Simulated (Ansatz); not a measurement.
SiC: geometry relaxation (part 2 of 3)

SiC (slab, 12 atoms in the cell); DFT r2SCAN, scalar-relativistic, plane waves, PAW, no spin polarisation (Ansatz 0.2.0); cutoff 500 eV, 9×5×1 k-mesh, Gaussian smearing of 0.05 eV. The structure derives from an entry of the Crystallography Open Database. The input holds or restrains some coordinates. Forces given for the steps count only the free coordinates. It belongs to a series of runs on one base structure; here: clean slab, lower half held.

Geometry of the input (Å; fractional positions):
```
3.0752  0.0000  0.0000
0.0000  5.0482  0.0000
0.0000  0.0000  23.2141
Si 0.0000  0.9954  0.3662
C  0.0000  0.6196  0.3662
Si 0.5000  0.4954  0.4044
C  0.5000  0.1196  0.4044
Si 0.5000  0.9954  0.4809
C  0.5000  0.6196  0.4809
Si 0.0000  0.4954  0.5191
C  0.0000  0.1196  0.5191
Si 0.0000  0.9954  0.5956
C  0.0000  0.6196  0.5956
Si 0.5000  0.4954  0.6338
C  0.5000  0.1196  0.6338
```

**Output, continued**
```
SCF iter   1: F=—  HF=-5342.209708 eV  |F-HF|=—  |Δ(HF+E_count)|=         —  Δρ=6.59e-4  dr2=2.16e-3  dr2_τ=1.55e-3  ethr=1.04e-4  p=0.018 e·Å  D=8.83e-3 V/Å  ΔV_dip=-0.20 eV  dr2_dipole=1.26e-5  V_vac-E_F(+/−)=4.95/5.15 eV  ⟨swp⟩=2.5  Hψ=1165  notcnv=0  defer=95
efield: sawtooth ramp at fractional position 0.9800 (handed on by an earlier solve), width 0.0400; the density the first Hamiltonian is built on has a dipole p = 0.018 e·Å; the dipole correction subtracts the counter field D = 8.83e-3 V/Å, which shifts the + side's vacuum level by -0.20 eV against the − side's; the planar-averaged density in the ramp window peaks in size at 1.8e-8 e/Å³
preconditioner: auto → Resta (q_TF=auto, 1.950 Å⁻¹)  ε∞=2.4  [insulator: Δε(μ)=0.821 eV  Ē_g=11.564 eV  σ=0.050 eV  W_gap=1.00  n_scr=36 (ndim 8)  ℏωp=13.6 eV  f_vac=0.575  D(μ)=0.00/eV (n_scr^D=0)  ε∞_Penn≈2.4  vacuum switching on, ρ_ref=9.7e-3 e/Å³]
SCF iter   2: F=—  HF=-5342.209495 eV  |F-HF|=—  |Δ(HF+E_count)|=   2.13e-4  Δρ=3.01e-4  dr2=3.09e-4  dr2_τ=6.74e-6  ethr=4.51e-6  p=0.016 e·Å  D=8.07e-3 V/Å  ΔV_dip=-0.19 eV  dr2_dipole=1.46e-5  V_vac-E_F(+/−)=4.96/5.15 eV  ⟨swp⟩=2.3  Hψ=966  notcnv=0  defer=96
SCF iter   3: F=—  HF=-5342.209468 eV  |F-HF|=—  |Δ(HF+E_count)|=   2.74e-5  Δρ=1.25e-4  dr2=6.30e-5  dr2_τ=1.25e-6  ethr=6.44e-7  p=0.018 e·Å  D=9.21e-3 V/Å  ΔV_dip=-0.21 eV  dr2_dipole=9.40e-6  V_vac-E_F(+/−)=4.94/5.15 eV  ⟨swp⟩=2.1  Hψ=770  notcnv=0  defer=96
SCF iter   4: F=—  HF=-5342.209455 eV  |F-HF|=—  |Δ(HF+E_count)|=   1.27e-5  Δρ=5.11e-5  dr2=3.84e-5  dr2_τ=6.13e-7  ethr=1.31e-7  p=0.017 e·Å  D=8.51e-3 V/Å  ΔV_dip=-0.20 eV  dr2_dipole=1.56e-5  V_vac-E_F(+/−)=4.95/5.15 eV  ⟨swp⟩=2.7  Hψ=849  notcnv=0  defer=96
SCF iter   5: F=—  HF=-5342.209450 eV  |F-HF|=—  |Δ(HF+E_count)|=   4.69e-6  Δρ=2.19e-5  dr2=2.04e-6  dr2_τ=7.59e-8  ethr=7.99e-8  p=0.018 e·Å  D=9.04e-3 V/Å  ΔV_dip=-0.21 eV  dr2_dipole=2.34e-7  V_vac-E_F(+/−)=4.94/5.15 eV  ⟨swp⟩=2.2  Hψ=634  notcnv=0  defer=96
SCF iter   6: F=—  HF=-5342.209451 eV  |F-HF|=—  |Δ(HF+E_count)|=   3.47e-7  Δρ=7.21e-6  dr2=2.24e-7  dr2_τ=1.35e-8  ethr=4.26e-9  p=0.018 e·Å  D=8.99e-3 V/Å  ΔV_dip=-0.21 eV  dr2_dipole=3.69e-9  V_vac-E_F(+/−)=4.94/5.15 eV  ⟨swp⟩=2.8  Hψ=774  notcnv=0  defer=96
SCF iter   7: F=-5342.209451 eV  HF=-5342.209451 eV  |F-HF|=1.24e-8  |Δ(HF+E_count)|=   6.92e-8  Δρ=2.16e-6  dr2=1.51e-8  dr2_τ=1.58e-9  ethr=2.08e-10  p=0.018 e·Å  D=9.00e-3 V/Å  ΔV_dip=-0.21 eV  dr2_dipole=6.56e-13  V_vac-E_F(+/−)=4.94/5.15 eV  ⟨swp⟩=20.7  Hψ=5204  notcnv=0
SCF 5 converged in 7 iterations: F = -5342.209451 eV  dr2 = 1.51e-8
relax step   5: F+E_penalty+E_count = -5342.20945067 eV  Δ(F+E_penalty+E_count) = -1.248e-3 eV  max|allowed force component| = 3.776e-2 eV/Å  Δτ_max = 0.0120 Å  (7 SCF iters, accepted)
SCF iter   1: F=—  HF=-5342.209660 eV  |F-HF|=—  |Δ(HF+E_count)|=         —  Δρ=2.29e-4  dr2=2.28e-4  dr2_τ=2.05e-4  ethr=3.39e-6  p=0.018 e·Å  D=9.00e-3 V/Å  ΔV_dip=-0.21 eV  dr2_dipole=8.33e-8  V_vac-E_F(+/−)=4.94/5.15 eV  ⟨swp⟩=2.1  Hψ=1150  notcnv=0  defer=38
efield: sawtooth ramp at fractional position 0.9800 (handed on by an earlier solve), width 0.0400; the density the first Hamiltonian is built on has a dipole p = 0.018 e·Å; the dipole correction subtracts the counter field D = 9.00e-3 V/Å, which shifts the + side's vacuum level by -0.21 eV against the − side's; the planar-averaged density in the ramp window peaks in size at 1.5e-8 e/Å³
preconditioner: auto → Resta (q_TF=auto, 1.950 Å⁻¹)  ε∞=2.4  [insulator: Δε(μ)=0.820 eV  Ē_g=11.564 eV  σ=0.050 eV  W_gap=1.00  n_scr=36 (ndim 8)  ℏωp=13.6 eV  f_vac=0.575  D(μ)=0.00/eV (n_scr^D=0)  ε∞_Penn≈2.4  vacuum switching on, ρ_ref=9.7e-3 e/Å³]
SCF iter   2: F=—  HF=-5342.209613 eV  |F-HF|=—  |Δ(HF+E_count)|=   4.68e-5  Δρ=9.53e-5  dr2=3.24e-5  dr2_τ=3.49e-7  ethr=4.75e-7  p=0.018 e·Å  D=9.09e-3 V/Å  ΔV_dip=-0.21 eV  dr2_dipole=3.77e-7  V_vac-E_F(+/−)=4.94/5.15 eV  ⟨swp⟩=2.1  Hψ=932  notcnv=0  defer=58
SCF iter   3: F=—  HF=-5342.209585 eV  |F-HF|=—  |Δ(HF+E_count)|=   2.80e-5  Δρ=2.24e-5  dr2=3.83e-6  dr2_τ=1.98e-7  ethr=6.76e-8  p=0.019 e·Å  D=9.35e-3 V/Å  ΔV_dip=-0.22 eV  dr2_dipole=1.17e-6  V_vac-E_F(+/−)=4.94/5.15 eV  ⟨swp⟩=2.0  Hψ=775  notcnv=0  defer=58
SCF iter   4: F=—  HF=-5342.209585 eV  |F-HF|=—  |Δ(HF+E_count)|=   3.21e-7  Δρ=1.26e-5  dr2=9.92e-7  dr2_τ=1.98e-8  ethr=7.98e-9  p=0.018 e·Å  D=9.15e-3 V/Å  ΔV_dip=-0.21 eV  dr2_dipole=2.96e-7  V_vac-E_F(+/−)=4.94/5.15 eV  ⟨swp⟩=2.3  Hψ=806  notcnv=0  defer=58
SCF iter   5: F=—  HF=-5342.209585 eV  |F-HF|=—  |Δ(HF+E_count)|=   2.21e-8  Δρ=5.86e-6  dr2=1.16e-7  dr2_τ=8.40e-9  ethr=2.07e-9  p=0.018 e·Å  D=9.22e-3 V/Å  ΔV_dip=-0.21 eV  dr2_dipole=1.11e-9  V_vac-E_F(+/−)=4.94/5.15 eV  ⟨swp⟩=2.2  Hψ=623  notcnv=0  defer=58
SCF iter   6: F=-5342.209585 eV  HF=-5342.209585 eV  |F-HF|=1.61e-9  |Δ(HF+E_count)|=   2.13e-8  Δρ=1.80e-6  dr2=9.01e-9  dr2_τ=5.37e-10  ethr=2.08e-10  p=0.018 e·Å  D=9.21e-3 V/Å  ΔV_dip=-0.21 eV  dr2_dipole=8.94e-11  V_vac-E_F(+/−)=4.94/5.15 eV  ⟨swp⟩=19.0  Hψ=4850  notcnv=0
SCF 6 converged in 6 iterations: F = -5342.209585 eV  dr2 = 9.01e-9
relax step   6: F+E_penalty+E_count = -5342.20958495 eV  Δ(F+E_penalty+E_count) = -1.343e-4 eV  max|allowed force component| = 5.319e-3 eV/Å  Δτ_max = 0.0045 Å  (6 SCF iters, accepted)
iter 1 solved again at ethr=1.88e-11 eV; its pass at ethr=3.10e-3 eV (dr2=9.03e-9 eV) is discarded
SCF iter   1: F=—  HF=-5342.209585 eV  |F-HF|=—  |Δ(HF+E_count)|=         —  Δρ=1.80e-6  dr2=9.01e-9  dr2_τ=5.36e-10  ethr=1.88e-11  p=0.018 e·Å  D=9.21e-3 V/Å  ΔV_dip=-0.21 eV  dr2_dipole=8.94e-11  V_vac-E_F(+/−)=4.94/5.15 eV  ⟨swp⟩=1.1  Hψ=1620  notcnv=0
efield: sawtooth ramp at fractional position 0.9800 (kept from the solve that this one continues, or follows in the run), width 0.0400; the density the first Hamiltonian is built on has a dipole p = 0.018 e·Å; the dipole correction subtracts the counter field D = 9.21e-3 V/Å, which shifts the + side's vacuum level by -0.21 eV against the − side's; the planar-averaged density in the ramp window peaks in size at 1.5e-8 e/Å³
preconditioner: auto → Resta (q_TF=auto, 1.950 Å⁻¹)  ε∞=2.4  [insulator: Δε(μ)=0.820 eV  Ē_g=11.563 eV  σ=0.050 eV  W_gap=1.00  n_scr=36 (ndim 8)  ℏωp=13.6 eV  f_vac=0.575  D(μ)=0.00/eV (n_scr^D=0)  ε∞_Penn≈2.4  vacuum switching on, ρ_ref=9.7e-3 e/Å³]
SCF iter   2: F=-5342.209585 eV  HF=-5342.209585 eV  |F-HF|=1.41e-9  |Δ(HF+E_count)|=   2.41e-9  Δρ=9.89e-7  dr2=2.27e-9  dr2_τ=1.19e-10  ethr=1.88e-11  p=0.018 e·Å  D=9.21e-3 V/Å  ΔV_dip=-0.21 eV  dr2_dipole=2.38e-11  V_vac-E_F(+/−)=4.94/5.15 eV  ⟨swp⟩=11.0  Hψ=3877  notcnv=0
SCF 7 converged in 2 iterations: F = -5342.209585 eV  dr2 = 2.27e-9
```

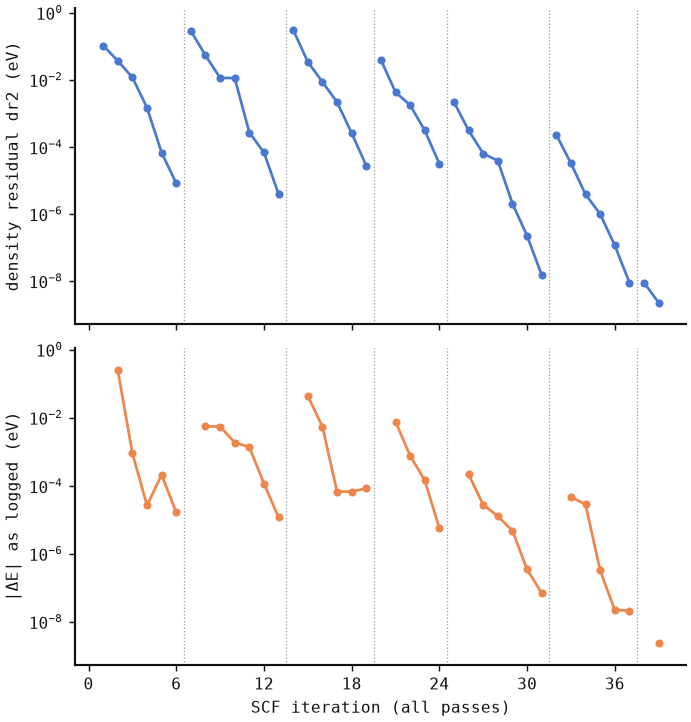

Convergence of the self-consistent field: density residual dr2 and size of the energy change against the SCF iteration. Dotted lines part the SCF passes that the log prints in full.

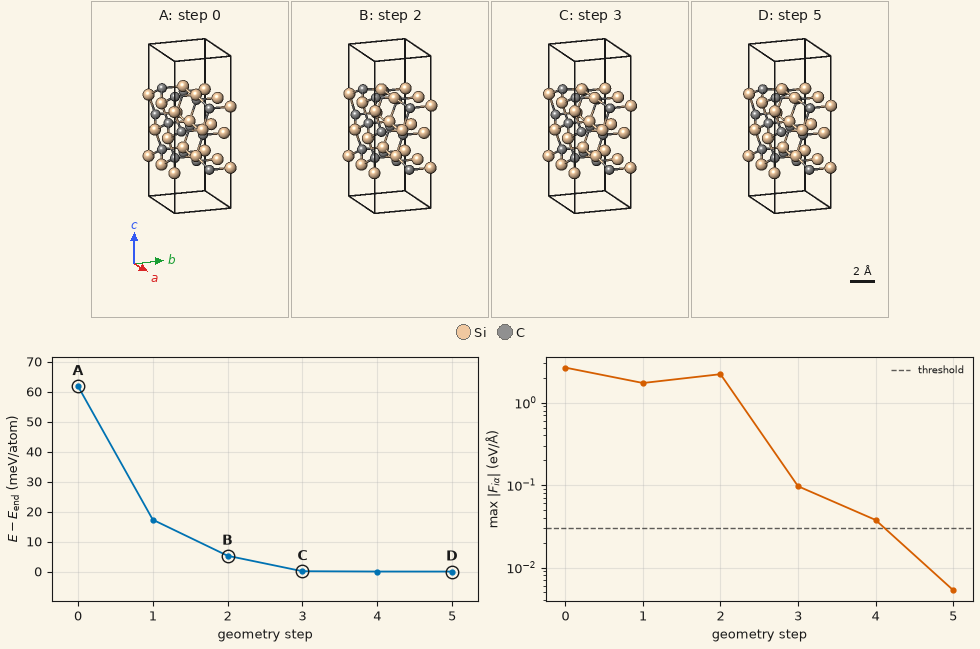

Frames of the restrained relaxation (ball-and-stick view of the 2 × 1 repeat of the cell, with the vacuum cut short, seen slightly off an axis) above the curves, on which the letters mark them (the first geometry is step 0 here and step 1 in the log).

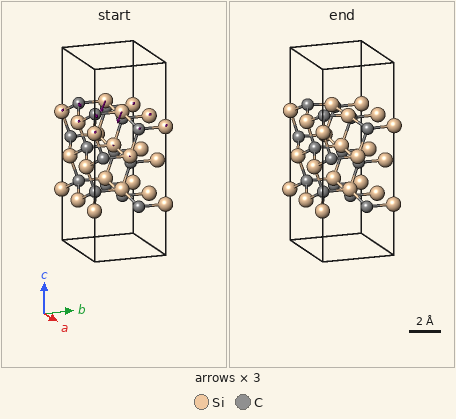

Before (left) and after (right) the restrained relaxation, at one scale (ball-and-stick view of the 2 × 1 repeat of the cell, with the vacuum cut short, seen slightly off an axis). The pink arrows give the displacements, magnified 3 times. The atom that moves furthest is Si11 (0.28 Å). By element the largest moves are Si 0.28 Å, C 0.12 Å. The cell doesn't change. Among the contacts that change: Si11–C12 1.897 → 1.727 Å, Si7–C10 1.883 → 1.969 Å, Si9–C12 1.883 → 1.815 Å, C8–Si9 1.883 → 1.946 Å. Among the angles that change: Si7–C10–Si11 109.5° → 98.5°, C10–Si11–C12 109.5° → 117.6°, C12–Si9–C12 109.5° → 115.8°. Over 5 geometry steps the energy falls by 61.8 meV per atom. Largest force component: 2.7 eV/Å at the start, 0.0053 eV/Å at the end. (Atoms are counted from 1 in the order of the input.)

```
WARN: The output density's exchange-correlation potential varies sharply where the density is thin. Do not read a vacuum level from v_tot or v_xc, or from such a field of the output density. On a cell that repeats whose density bears no net charge and no dipole along the vacuum's axis use v_es (v_loc + v_h of the components); under efield.dipole_correction with no amplitude use v_es + v_field, which holds any external_charges[].barrier, or the levels of the report's work_function block, which leave it out; under a non-zero efield.amplitude the vacuum is tilted and has no level; on a cell that repeats and bears such a dipole with no correction it is tilted too, and efield.dipole_correction with no amplitude gives each side of its ramp a level where efield: is served; in a cell that repeats whose density bears a net charge (total_charge, or a fill off its count) it is curved and has none; of a slab under crystal.periodic whose density bears no net charge use v_es, which has a level on each side, short of where the two are joined; of another it falls or rises all the way out and has none; of a slab beside external_charges read slab_vacuum_level instead, which it has where they leave it neutral. The grid or the basis barely resolves most such structure, and the values can differ between equally converged runs; as a rule a tighter scf.convergence.dr2_threshold does not remove it. Where the density itself ripples (under the LDA too) a higher basis.ecutwfc lessens it. The files hold the spikes' plane waves up to the density's cutoff. Files: v_tot_of_output_density and the like, and their columns of v_z.tsv (output.write_potential); v_xc_of_output_density and the like, and their columns of v_comp_z.tsv (output.write_potential_components). Measured: with its Gaussian average of σ = 0.25 Å subtracted twice, the exchange-correlation potential is over 0.1 eV at 913 of the grid points where the equally averaged density (valence and model cores) is under 1e-3 e/Å³, and 0.290 eV at the most among them, at an averaged density of 9.9e-4 e/Å³. The input density's (outcome.potential() and, of a run that writes arrays, v_tot and v_xc) is over 0.1 eV, so measured, at 546 points of its own thin density, 0.291 eV at the most. See output.write_potential in the manual, Limitations
SCF converged after 2 iterations
Free energy (F): -5342.209585 eV
Harris-Foulkes:  -5342.209585 eV  (|F-HF|=1.41e-9)
Internal energy: -5342.209585 eV  (E = F + TS)
E sigma→0 (E₀):  -5342.209585 eV
Fermi energy:    0.209248 eV
Dipole field:    D = 0.009209 V/Å  (p = 0.018340 e·Å, saw-weighted, corrected)
Work function:   Φ+ = 4.9378 eV   Φ− = 5.1515 eV
Levels:          The Fermi level and band energies are counted from a zero that moves with the ramp; work functions are not
--- Per-component energies (eV) ---
  E_band       = -314.346927
  E_kinetic    = 803.554874
  E_local      = -23700.481657  (includes V_loc(G=0)·N_el)
  E_nonlocal   = 303.795293
  E_hartree    = 11501.255892
  E_xc         = -601.900965
  E_vxc        = -704.036117  (∫ρ·V_xc dr)
  E_paw        = -3720.848235  (= ΣΔE_a)
  E_vpaw       = -53.689826  (= ΣTr[D̂ρ^β])
  E_aug_tail   = 0.000050  (compensation charges beyond the density's cutoff)
  E_vtau       = 33.986982  (kinetic-family band-sum trace: ∫τ·v_τ [+ j·A + Jᵃ·Aᵃ] dr)
  E_efield     = 0.000084  (sawtooth field / dipole correction)
  E_vefield    = 0.012163  (∫n·V_field dr)
  E_ewald      = 10073.022318
  E_core_change = -0.607240  (= ΣΔE_core)
  E_smearing   = -0.000000  (= −TS)
  E_closure    = 0.000000  (closes the sum)
  Σ components = -5342.209585   (vs F -5342.209585, Δ=0.00e0)
--- Forces (eV/Å), atoms counted from 1 ---
  atom   1  Si    -0.00000000    -2.65880022     1.93599513
  atom   2  C      0.00000000     1.54456708     1.38253412
  atom   3  Si     0.00000000     0.92739997    -2.75738337
  atom   4  C      0.00000000     0.59901004    -1.21831380
  atom   5  Si     0.00000000    -0.51070822     0.08216073
  atom   6  C      0.00000000     0.09875259     0.57736789
  atom   7  Si     0.00000000     0.00166125     0.00212123
  atom   8  C     -0.00000000    -0.00254698    -0.00084013
  atom   9  Si     0.00000000     0.00384704    -0.00535870
  atom  10  C     -0.00000000    -0.00034269     0.00143849
  atom  11  Si     0.00000000    -0.00337148     0.00058077
  atom  12  C      0.00000000     0.00054007    -0.00025435
  max |Σ_I F_I| component: 4.80e-5 eV/Å
--- Band table (eV; the first three rows and the last of 15) ---
  k-point 0: bands = ["-16.6501", "-15.5142", "-13.9964", "-13.0140", "-12.0262", "-11.0755", "-9.3170", "-8.3928", "-8.3608", "-6.4197", "-5.7277", "-5.2441", "-4.0266", "-3.2191", "-2.9014", "-2.7637", "-2.3029", "-2.2701", "-1.7896", "-1.2144", "-1.1175", "-0.9157", "-0.2400", "-0.1998", "1.4575", "2.5231", "3.0789", "4.1112", "4.6378", "5.0012", "5.2121", "5.4722", "5.9232", "6.1532", "6.8009", "6.9122"]
```
